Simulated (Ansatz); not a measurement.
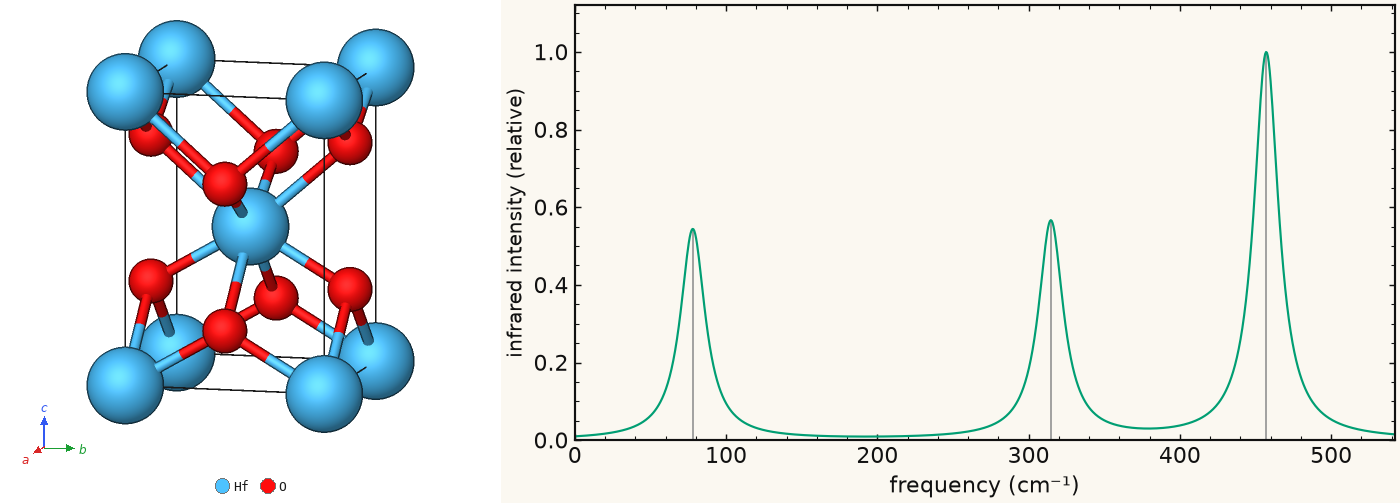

**Figure.** Infrared spectrum of the zone-centre phonons for HfO₂, space group P4_2/nmc (No. 137). Lines are broadened by Lorentzians of 20 cm⁻¹ full width; the spectrum is scaled to its strongest line. These are zero-field (TO) frequencies; inactive modes don't show. The conventional cell is drawn beside the plot.

The strongest infrared line is at 457.1 cm⁻¹, followed by 314.7 (56 % of it) and 78.0 (54 % of it).

How it was computed, with Ansatz 0.2.0: perturbation theory at the zone centre of a relaxed insulator, optical modes (intensities summed over a level), dielectric tensors and Born charges, a negative frequency is imaginary, spin-unpolarised plane waves. Level: PBEsol.

| setting | value |
| --- | --- |
| periodic directions | 3 |
| potentials | PAW |
| wave cutoff | 420 eV |
| k mesh | 6×6×4 |

The given structure:
```
Hf O
1.0
     3.56710    0.00000    0.00000
     0.00000    3.56710    0.00000
     0.00000    0.00000    5.16606
Hf O
2 4
Cartesian
  1.7835 1.7835 2.5830
  0.0000 0.0000 0.0000
  0.0000 1.7835 3.6168
  1.7835 0.0000 4.1323
  1.7835 0.0000 1.5493
  0.0000 1.7835 1.0337
```
